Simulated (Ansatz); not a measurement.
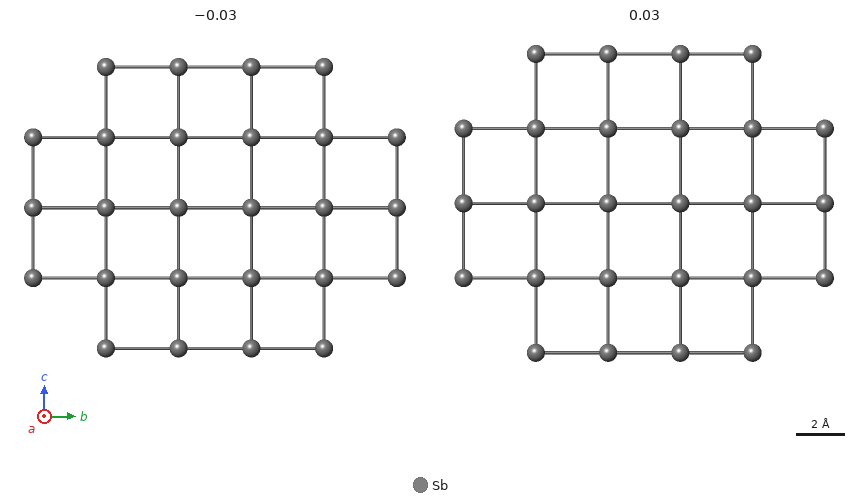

Crystalline Sb (set up in Pm-3m), under uniaxial strain along c (a, b relaxed, atoms fixed by symmetry), with energies (extrapolated to zero smearing) counted from the relaxed crystal, which is the row at zero. The picture shows the first and the last member. The picture is a ball-and-stick view of the cell of the calculation, repeated 1 × 3 × 2 with one cell outlined, seen along the a axis.

Computed with Ansatz 0.2.0: DFT PBEsol, scalar-relativistic, plane waves, PAW. (plane-wave cutoff 420 eV; k-point mesh 18 × 18 × 18; occupations gaussian; smearing width 0.1 eV; no spin polarisation; force threshold 0.008 eV/Å)

| strain | energy (meV/atom) | a (Å) | c (Å) |
| --- | --- | --- | --- |
| −0.03 | 13.86 | 3.070 | 2.970 |
| −0.02 | 6.03 | 3.067 | 3.001 |
| −0.01 | ? | ? | ? |
| 0.0 | 0.00 | 3.062 | 3.062 |
| 0.01 | 1.03 | 3.057 | 3.092 |
| 0.02 | 4.39 | 3.053 | 3.123 |
| 0.03 | 9.97 | 3.049 | 3.154 |

Question: Fill in the missing row.

Answer: A parabola through three neighbouring rows (−0.03, −0.02, 0.0) gives, with Lagrange weights, (−0.3333)(13.86) + (1.0000)(6.03) + (0.3333)(0.00) = 1.41 meV/atom. The calculation gives 1.38 meV/atom (a = 3.065 Å, c = 3.031 Å). The estimate is 0.03 meV/atom too high. From the first member to the last: Sb–Sb 2.970 → 3.154 Å, Sb–Sb 3.070 → 3.049 Å.

The whole series:

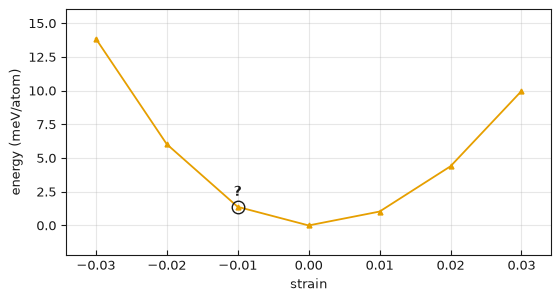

Each member starts from this one structure; whether another phase lies lower wasn't checked.
